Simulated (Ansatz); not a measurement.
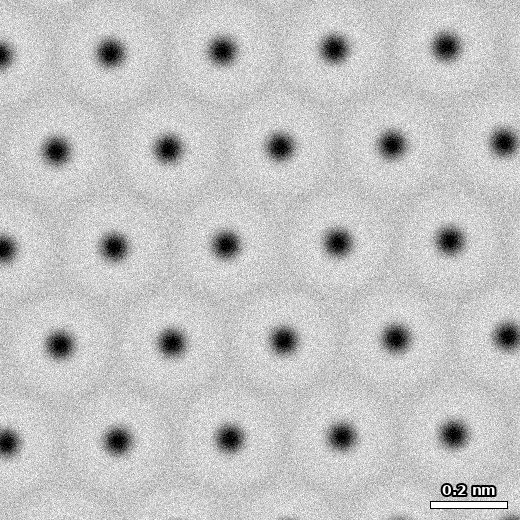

Phase-contrast TEM-like image of Sc (Im-3m, No. 229) along [111]. Simulated in the weak-phase-object approximation with neutral-atom potentials: 300 kV, Cs = 10 µm, defocus −53 Å (negative is underfocus), defocus spread 8 Å, aperture 1.62 1/Å. Shot noise was added. Model: a calculation's starting geometry; the starting structure was generated, so it need not be a known form of this composition.

### Do the atom columns appear dark or bright, and why?

Dark. With positive Cs and underfocus sin χ is negative over the pass band, so the strongest columns (Sc) come out darker than the background.

### What point resolution do these settings give, and which lattice spacings pass?

About 0.6 Å (0.66 |Cs|^(1/4) λ^(3/4) with λ = 0.0197 Å). The spacings that carry visible contrast are {110} at 2.61 Å, {211} at 1.51 Å, {220} at 1.31 Å, {321} at 0.99 Å, {330} at 0.87 Å.
